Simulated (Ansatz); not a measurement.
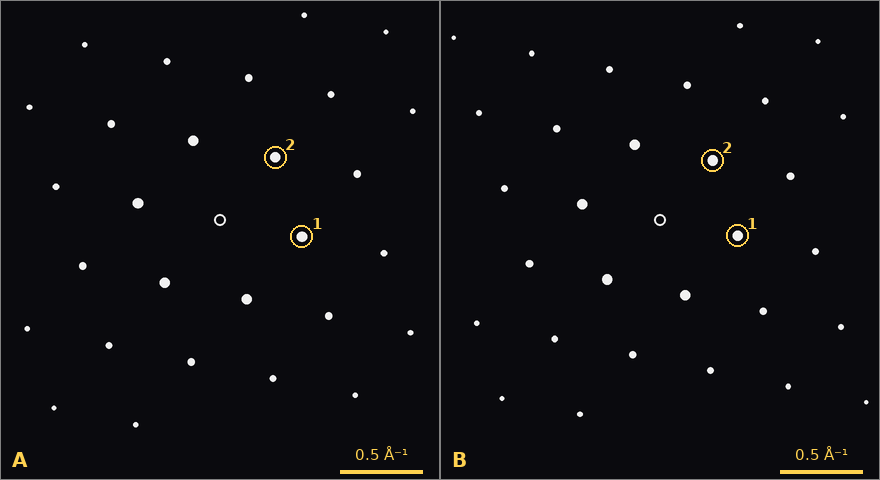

Kinematic electron diffraction patterns (120 kV, B = 0.5 Å², same scale) along [111] of the run's own cell, for the start and the end of one relaxation of MgI2 with Ansatz 0.2.0, DFT PBE, scalar-relativistic, plane waves, PAW. k mesh 12×12×12. The start is a generated model structure, and the relaxation ends in the nearest stationary point of its symmetry, not necessarily the ground state. Spot 1 is -1 0 1 and spot 2 is 0 -1 1 in both.

Start structure:

```yaml
crystal:
  lattice:
    - [1.94821, 1.12480, 7.54317]
    - [-1.94821, 1.12480, 7.54317]
    - [0.00000, -2.24960, 7.54317]
  atoms:
    - { symbol: Mg, position: [0.00000, 0.00000, 0.00000] }
    - { symbol: I, position: [0.74840, 0.74840, 0.74840] }
    - { symbol: I, position: [0.58490, 0.58490, 0.58490] }
```

### Which pattern belongs to the start structure, and which to the relaxed one?

A is the start: its cell gives d(1) = 1.948 Å, d(2) = 1.948 Å and an angle of 60.0°. B is the relaxed structure, with d(1) = 2.051 Å (+5.3 %), d(2) = 2.051 Å (+5.3 %) and 60.0°.

### What did the relaxation do to the structure and the energy?

The volume changed by +19.2 % to 39.40 Å³ an atom; with the mean shift removed, the atoms moved by up to 0.14 Å relative to the cell (I most); the space group stayed R3m (No. 160); the free energy fell by 49 meV an atom. Relaxed cell: a = 8.449 Å, b = 8.449 Å, c = 8.449 Å, α = 28.10°, β = 28.10°, γ = 28.10°.
